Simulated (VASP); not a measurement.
System: SnSe.

```
CELL_PARAMETERS angstrom
5.07478 0.00000 0.00000
-2.53739 4.39489 0.00000
0.00000 0.00000 6.17368
ATOMIC_POSITIONS crystal
Sn 0.33333 0.66667 0.96086
Sn 0.66667 0.33333 0.46086
Se 0.33333 0.66667 0.41414
Se 0.66667 0.33333 0.91414
```

Space group P6₃mc; started from the wurtzite prototype, which need not be the ambient phase.

Computed with DFT, PBE, plane waves, PAW in VASP 6.6.1.

**What can the converged valence pseudo-density and electron localisation function tell about the bonding?**

Sn–Se (2.80 Å): ρ is about 0.33 e/Å³ halfway; the ELF is about 0.50 at the midpoint and 0.35 at its lowest between the atoms.

**Metal or insulator at this level of theory?**

It is gapped, with a Kohn–Sham gap of 0.88 eV on the k-point mesh, an upper bound to the gap of this method.

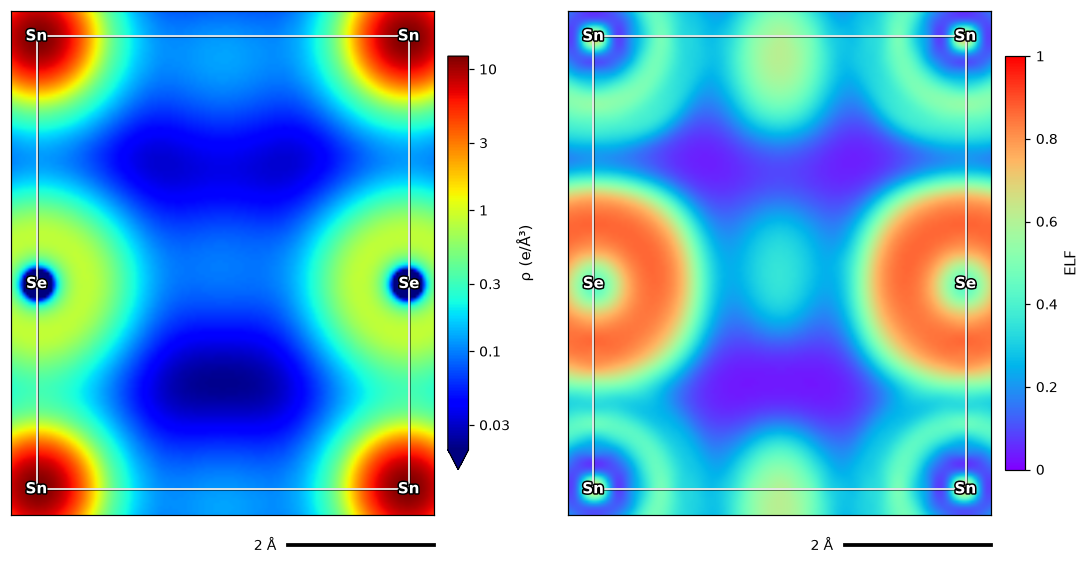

Computed valence pseudo-density and electron localisation function on the (010) plane of the conventional cell, in this order. 

The density is the valence pseudo-density of a PAW calculation; it isn't the true density close to the nuclei.
